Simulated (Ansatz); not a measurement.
## Run report: KNbO$_{3}$, single-point calculation (part 1 of 2)

The run: single-point calculation of KNbO$_{3}$ (P4mm, 10 atoms in the cell). Method and program: DFT r2SCAN, scalar-relativistic, plane waves, PAW, spin-polarised (Ansatz 0.2.0).

The structure derives from an entry of the Crystallography Open Database. Figures and captions count atoms from 1; the log counts them from 0 in places.

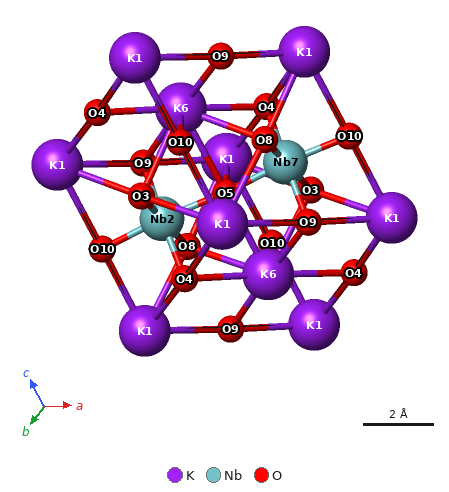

Fig. 1: The input geometry (ball-and-stick view of the cell of the calculation, seen at an oblique angle; atoms are numbered from 1 in the order of the input). An atom can appear more than once, as a periodic image.

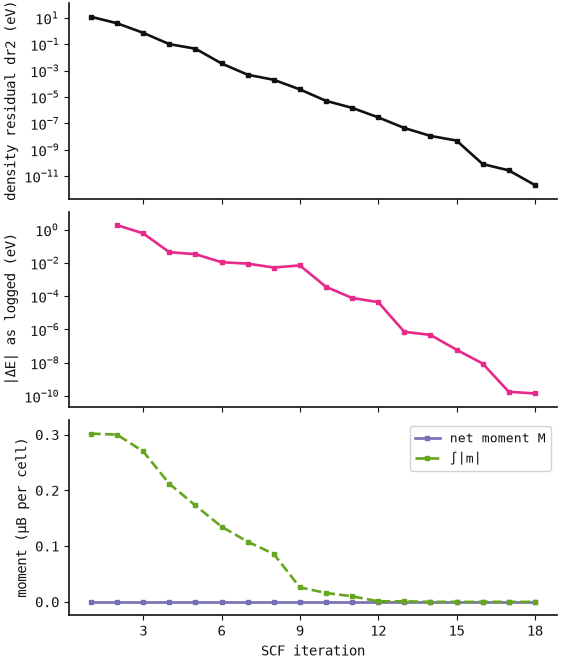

Fig. 2: Convergence of the self-consistent field: density residual dr2, size of the energy change and magnetic moment against the SCF iteration. The residual falls at every step. The net moment stays at 0.0 μB per cell, and ∫|m| falls to zero.

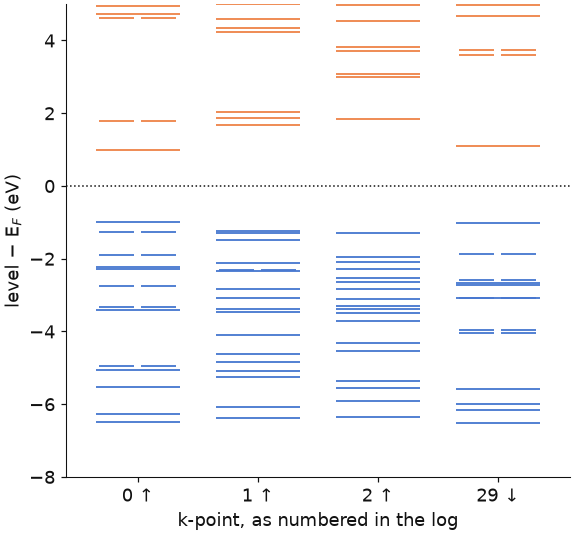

Fig. 3: Kohn–Sham levels near the Fermi level (dotted) at the few k-points that the log prints; levels within 0.02 eV of each other stand side by side. Among these points the highest filled and lowest empty levels are 2.00 eV apart, which is the gap on the mesh.

These pictures come from the run below.

## Input file
```yaml
crystal:
  lattice:
    - [-3.9755486575, 0.0, 4.1084420637]
    - [3.9755486575, 0.0, 4.1084420637]
    - [0.0, 3.9755486575, -4.1084420637]
  atoms:
    - { symbol: K, position: [0.0071715922, 0.0071715922, 0.0] }
    - { symbol: Nb, position: [0.2485319298, 0.7485319298, 0.5], spin: 1.0 }
    - { symbol: O, position: [0.0240501331, 0.5240501331, 0.5] }
    - { symbol: O, position: [0.0206231725, 0.5206231725, 0.0] }
    - { symbol: O, position: [0.5206231725, 0.5206231725, 0.5] }
    - { symbol: K, position: [0.5071715922, 0.5071715922, 0.0] }
    - { symbol: Nb, position: [0.7485319298, 1.2485319298, 0.5], spin: -1.0 }
    - { symbol: O, position: [0.5240501331, 1.0240501331, 0.5] }
    - { symbol: O, position: [0.5206231725, 1.0206231725, 0.0] }
    - { symbol: O, position: [1.0206231725, 1.0206231725, 0.5] }
basis:
  ecutwfc: 500
  ecutrho_ratio: 4
kpoints:
  mp_grid: { grid: [6, 6, 6] }
hamiltonian:
  xc: r2scan
scf:
  occupations: { method: gaussian, width: 0.05 }
  lower_state_search: "off"
output:
  forces: true
  stress: true
  eigenvalues: true
  populations: true
magnetization:
  spin_polarized: true
```

Run as:
```bash
ansatz run input.yaml --threads 4 --pin off --max-ram 10240MiB --backend cpu --events-out ev --progress --plain --runs-dir out
```

## Output
```
Engine: ansatz 0.2.0, x86_64-unknown-linux-gnu
Pseudopotentials: kind: paw
Pseudopotential: K, paw, valence charge 9, recommended cutoff 500 eV (meta_gga), K.paw.azcp
Pseudopotential: Nb, paw, valence charge 13, recommended cutoff 500 eV (meta_gga), Nb.paw.azcp
Pseudopotential: O, paw, valence charge 6, recommended cutoff 500 eV (meta_gga), O.paw.azcp
Functional definition: r2SCAN
  parameter k0 = 0.174
  parameter k1 = 0.065
  parameter a1 = 4.9479
  exchange = r2scan_x(k0 = k0, k1 = k1, a1 = a1)
  correlation = r2scan_c
Crystal: 10 atoms, lattice volume = 129.868 Å³
Basis set: ecut = 500 eV, 3303 PW (Γ), exchange–correlation on 180×180×180 points (64 copies of the dense FFT grid, shifted against one another)
Bands: 51, of which v1, the nominal top of the filled ones, is band 40 counted from 1 (39 counted from 0)
Symmetry: 8 space group operations
Space group: I4mm (ITA 107), of the structure as read, at distance tolerance 5.1e-5 Å
Magnetic group: BNS 107.232 (UNI 892), of the structure as read, at distance tolerance 5.1e-5 Å
k-points: 30 of 216 (time reversal used)
Non-local potential: K, projectors of the file, l = 0: 3, l = 1: 2, l = 2: 2
Non-local potential: Nb, projectors of the file, l = 0: 3, l = 1: 2, l = 2: 2, l = 3: 1
Non-local potential: O, projectors of the file, l = 0: 2, l = 1: 2, l = 2: 1
PAW form: soft (Blöchl's): semilocal exchange-correlation on the pseudo side does not see the compensation charge
PAW frozen core: K, regenerated for the run's functional (the file was generated under x = pbe(κ = 0.804, μ = 0.2195149727645171), c = pbe(β = 0.06672455060314922))
PAW frozen core: Nb, regenerated for the run's functional (the file was generated under x = pbe(κ = 0.804, μ = 0.2195149727645171), c = pbe(β = 0.06672455060314922))
PAW frozen core: O, regenerated for the run's functional (the file was generated under x = pbe(κ = 0.804, μ = 0.2195149727645171), c = pbe(β = 0.06672455060314922))
PAW one-centre angular grid: K, 302 points (default); XC on 160 Gauss nodes
PAW one-centre angular grid: Nb, 590 points (default); XC on 160 Gauss nodes
PAW one-centre angular grid: O, 302 points (default); XC on 160 Gauss nodes
Initial density: superposition of atomic densities (chi_scale 0.1, normalization cell, long waves kept (reshape's long-wave potential 0.00 eV rms))
Starting moments: Σ|m| = 2 μB on 2 of 10 sites
Starting magnetic order: antiferromagnet; a translation exchanges its spin sublattices: spin-degenerate at every k-point
Initial wavefunctions: pseudopotential atomic-orbital guess
Functional: x = r2scan, c = r2scan; τ floored in thin density (d = 2e-4 eV/Å³)
the translation (0.5, 0.5, 0) carries every atom to within crystal.symmetry.tolerance of an atom of its element with the starting moment reversed, but both spin channels are solved: the dense FFT box has an odd point count along it
```
